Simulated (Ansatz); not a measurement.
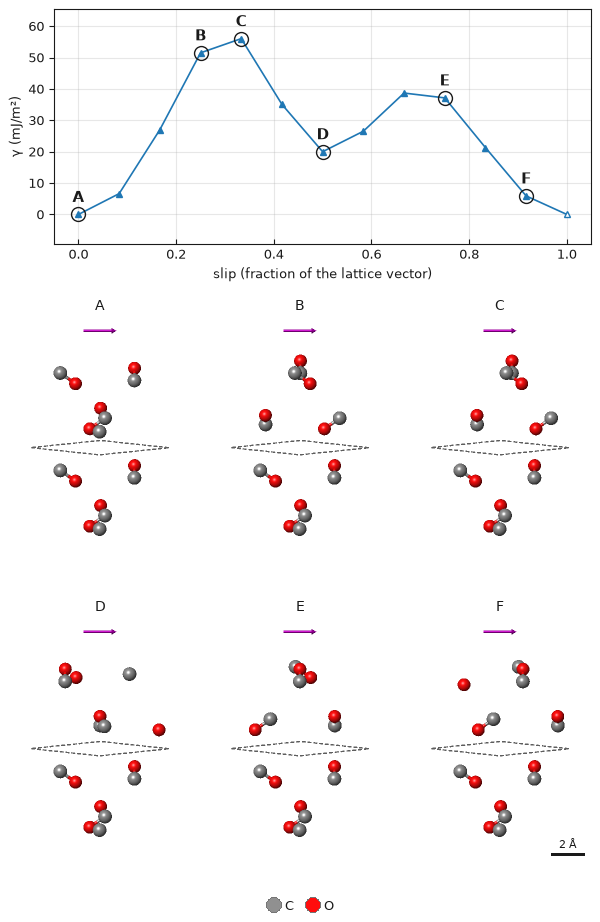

Crystalline CO (P2_13): the crystal above a cut along the (1 0 0) plane of the conventional cell (between a plane of C/O below and one of C/O above, 2.09 Å apart) is slid rigidly by fractions of an in-plane lattice vector 8.42 Å long (a generalised stacking fault). One cut stands in each cell, which starts 11.9 Å high; nothing is relaxed, and the dashed outline marks the cut, the arrow on top the direction of slip. The lettered frames are marked on the plot. Hollow markers are points alike by symmetry, not computed again. A ball-and-stick model of the layers on both sides of the cut, seen from the side, nearly along the cut plane.

The calculation used DFT PBEsol, scalar-relativistic, plane waves, PAW in Ansatz. Settings: plane-wave cutoff 420 eV; k-point mesh 4 × 4 × 2; occupations gaussian; smearing width 0.05 eV; no spin polarisation. Energies (free energies at the smearing named) are counted from the relaxed crystal.

### What does the scan show?

The curve starts and ends at zero, since a full lattice vector restores the crystal. Its highest computed point is 56.0 mJ/m² at slip 0.333. The local minimum at 0.50 (20.0 mJ/m²) is a metastable fault on this line; the lower of the two humps that part it from the perfect crystal is 38.7 mJ/m² high. The path isn't symmetric about half-way. Relaxation across the fault would lower the values.

The computed points:

| slip (fraction of the lattice vector) | γ (mJ/m²) |
| --- | --- |
| 0.000 | 0.0 |
| 0.083 | 6.6 |
| 0.167 | 27.0 |
| 0.250 | 51.5 |
| 0.333 | 56.0 |
| 0.417 | 35.1 |
| 0.500 | 20.0 |
| 0.583 | 26.5 |
| 0.667 | 38.7 |
| 0.750 | 37.1 |
| 0.833 | 21.3 |
| 0.917 | 5.9 |
| 1.000 | 0.0 |

Points that are alike by symmetry were computed once.
